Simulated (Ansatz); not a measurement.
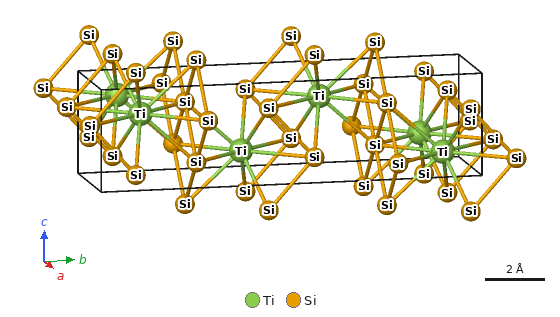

The starting point is crystalline TiSi2 (set up in Cmcm). The picture is a ball-and-stick view of the cell of the calculation, seen slightly off an axis.

Theory: DFT PBEsol, scalar-relativistic, plane waves, PAW (Ansatz 0.2.0). Set-up: plane-wave cutoff 420 eV; k-point mesh 10 × 4 × 10; occupations gaussian; smearing width 0.1 eV; no spin polarisation.

The variant: Uniaxial strain along c, +6.0 %, is applied. The a and b axes and the atoms are relaxed.

The input:
```yaml
crystal:
  lattice:
    - [3.4642938559, 0.0, 0.0]
    - [0.0, 13.1480241688, 0.0]
    - [0.0, 0.0, 3.7689520922]
  atoms:
    - { symbol: Ti, position: [0.5, 0.6023418701, 0.75] }
    - { symbol: Ti, position: [0.0, 0.8976581299, 0.25] }
    - { symbol: Ti, position: [0.0, 0.1023418701, 0.75] }
    - { symbol: Ti, position: [0.5, 0.3976581299, 0.25] }
    - { symbol: Si, position: [0.5, 0.9407826063, 0.75] }
    - { symbol: Si, position: [0.0, 0.5592173937, 0.25] }
    - { symbol: Si, position: [0.0, 0.7516315274, 0.75] }
    - { symbol: Si, position: [0.5, 0.7483684726, 0.25] }
    - { symbol: Si, position: [0.0, 0.4407826063, 0.75] }
    - { symbol: Si, position: [0.5, 0.0592173937, 0.25] }
    - { symbol: Si, position: [0.5, 0.2516315274, 0.75] }
    - { symbol: Si, position: [0.0, 0.2483684726, 0.25] }
basis:
  ecutwfc: 420
kpoints:
  mp_grid: { grid: [10, 4, 10] }
hamiltonian:
  xc: pbesol
scf:
  occupations: { method: gaussian, width: 0.1 }
output:
  forces: true
  stress: true
  eigenvalues: true
relax:
  adjacent_minimum: "off"
  f_tol: 0.008
  max_steps: 40
  cell: { stress_tol: 0.015, fix: [c, angles] }
```

Run as
```bash
ansatz run input.yaml --threads 1 --pin off --max-ram 2560MiB --backend cpu --events-out ev --progress --plain --runs-dir out
```

What does the calculation give for the changed structure?

Answer. It costs 39.4 meV per atom. The pressure goes from 0.0 to −4.8 GPa. The principal stresses (compression positive) are −14.4 GPa along c and none across it. It is metallic before and after. The volume changes by +3.0 %, with a 3.517 → 3.449 Å (−1.9 %), b 13.348 → 13.223 Å (−0.9 %), c 3.556 → 3.769 Å (+6.0 %). The largest moves relative to the cell, 0.027 Å, are those of Si7, Si8, Si11 and Si12. Si12 goes along −b. By element the largest moves are Si 0.027 Å, Ti 0.003 Å. Near-neighbour distances before and after: Si–Si 2.501 → 2.555 Å, Si–Ti 2.564 → 2.618 Å, Si–Si 2.393 → 2.445 Å, Si–Ti 2.792 → 2.742 Å. The space group stays Cmcm (No. 63).

The changed structure in the same view:

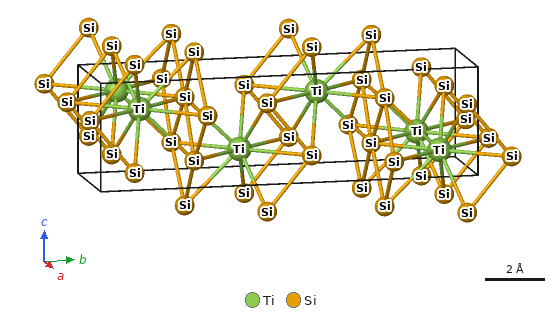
